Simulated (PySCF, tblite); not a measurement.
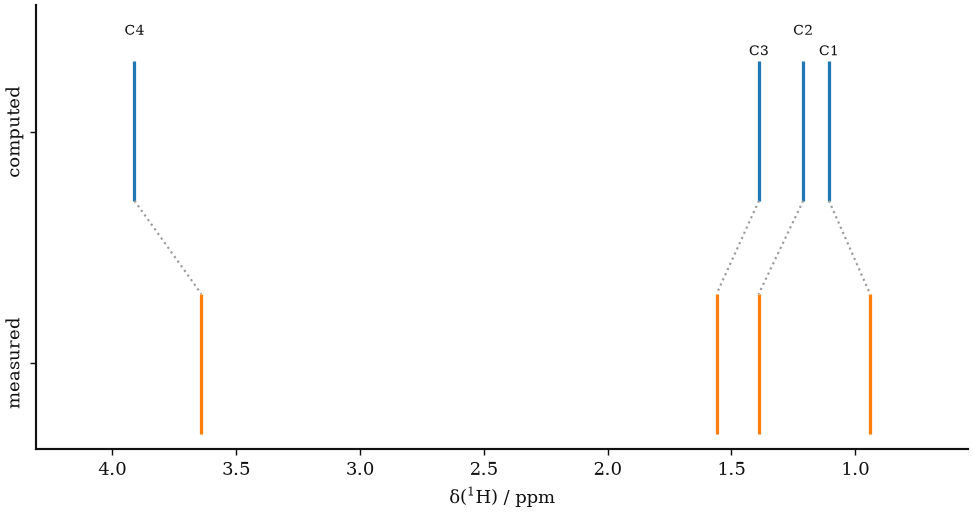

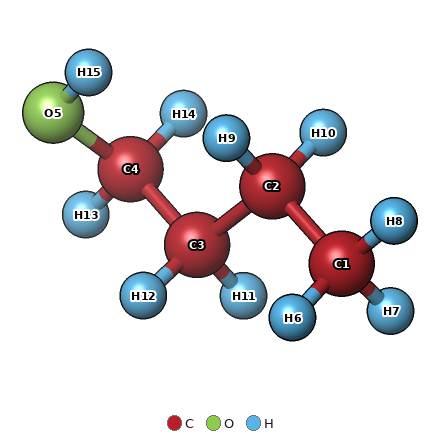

¹H shifts of C₄H₁₀O, SMILES CCCCO against TMS: GIAO PBE0/pcSseg-1 (PySCF 2.14.0) for one gas-phase conformer (GFN2-xTB, like atoms averaged; labels name one atom bearing the H of each set) above, published measurements (solution) below; dotted lines join the same nuclei. Only nuclei with a measured value are shown, one named for each set of like atoms.

**Is the order of the signals reproduced?**

Yes, no dotted lines cross.

**Give the values.**

| nucleus | computed | measured |
| --- | --- | --- |
| H on C4 | 3.91 | 3.64 |
| H on C3 | 1.39 | 1.56 |
| H on C2 | 1.21 | 1.39 |
| H on C1 | 1.11 | 0.94 |

Note: the tight-binding geometry is rougher than a DFT one and adds to the error.
